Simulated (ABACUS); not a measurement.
**A series of single points on Tl**

System: Tl (P6₃/mmc, 2 atoms in the cell).
Method: Kohn-Sham DFT of a periodic cell, PBE, PseudoDojo NC SR 0.4.1 PBE standard, no spin polarisation (ABACUS 3.10.1).

The 7 runs differ only in the geometry, by an even scaling of the cell at fixed fractional positions. The structure derives from an entry of the Crystallography Open Database.

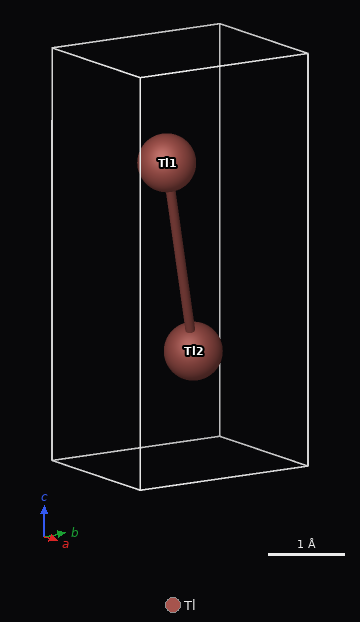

Figure 1. The structure of run 4 (ball-and-stick view of the cell of the calculation, seen slightly off an axis; atoms are numbered from 1 in the order of the input).

### Input file of run 4
```
INPUT_PARAMETERS
suffix              Tl
calculation         scf
basis_type          pw
pseudo_dir          ./
symmetry            1
dft_functional      pbe
ecutwfc             61
pseudo_rcut         10
nspin               1
nbands              17
ks_solver           dav
smearing_method     fd
smearing_sigma      0.00367493
scf_thr             1e-08
scf_nmax            100
mixing_type         broyden
mixing_beta         0.7
cal_force           1
cal_stress          1
kpar                4
```

### File STRU of run 4
```
ATOMIC_SPECIES
Tl 204.3800 Tl.upf

LATTICE_CONSTANT
1.8897261246

LATTICE_VECTORS
3.4560000000 0.0000000000 0.0000000000
-1.7280000000 2.9929837955 0.0000000000
0.0000000000 0.0000000000 5.5250000000

ATOMIC_POSITIONS
Direct

Tl
0.0
2
0.6666666667 0.3333333333 0.7500000000 1 1 1
0.3333333333 0.6666666667 0.2500000000 1 1 1
```

### File KPT of run 4
```
K_POINTS
0
Gamma
9 9 5 0 0 0
```

Command:
```bash
OMP_NUM_THREADS=1 mpirun -np 4 abacus > log
```

Run 2 differs from it as follows:
```diff
-3.4560000000 0.0000000000 0.0000000000
--1.7280000000 2.9929837955 0.0000000000
-0.0000000000 0.0000000000 5.5250000000
+3.4092915716 0.0000000000 0.0000000000
+-1.7046457858 2.9525331099 0.0000000000
+0.0000000000 0.0000000000 5.4503286843
```

### Results, with one run withheld

| run | volume per atom (Å³) | free energy per atom, from the lowest run given (meV) | pressure (GPa) |
| --- | --- | --- | --- |
| 1 | 26.860 | 75.06 | 6.47 |
| 2 | 27.432 | ? | ? |
| 3 | 28.003 | 37.01 | 4.26 |
| 4 | 28.575 | 23.43 | 3.34 |
| 5 | 29.146 | 12.96 | 2.52 |
| 6 | 29.718 | 5.25 | 1.79 |
| 7 | 30.289 | 0.00 | 1.14 |

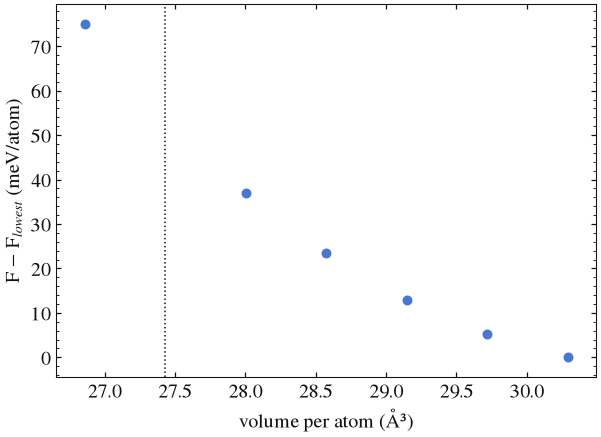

Figure 2. Free energy per atom of the runs given; the dotted line marks run 2.

Fit the runs given and predict run 2.

A cubic polynomial in V^(−2/3) (the Birch–Murnaghan form), fitted to the 6 runs given, misses them by under 0.01 meV per atom. With x = V^(−2/3) − 0.10661 Å⁻², it reads F = 20.337 + 7882.1 x + 6.5873e+05 x² + 4.0491e+06 x³ (meV per atom). At run 2 it gives 54.06 meV per atom, and the run itself gives 54.07. The slope of the fit gives a pressure −dF/dV of 5.31 GPa there, and the run prints 5.30 GPa. The fit has no minimum inside this range.

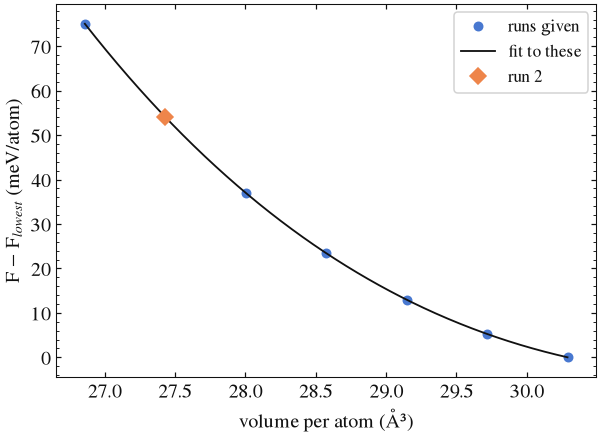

Figure 3. The fit and the withheld run.

### Some lines of the output (run 2)
```
[...]
                          Volume (Bohr^3) = 370.236
                             Volume (A^3) = 54.8632
 E_Fermi        0.8469242832         11.5229960257
 E_Fermi        0.8409591106         11.4418356898
 E_Fermi        0.8406023986         11.4369823733
 E_Fermi        0.8400985023         11.4301265128
 E_Fermi        0.8400591806         11.4295915133
 E_KS(sigma->0) -243.2188333398      -3309.1619943341
 E_Fermi        0.8400660216         11.4296845894
 final etot is -3309.1693834 eV
 EFERMI = 11.429684589 eV
 TOTAL-PRESSURE: 53.006260 KBAR
 !FINAL_ETOT_IS -3309.1693833522299428 eV
```

Notes: Spin–orbit coupling is left out, which matters for Tl.
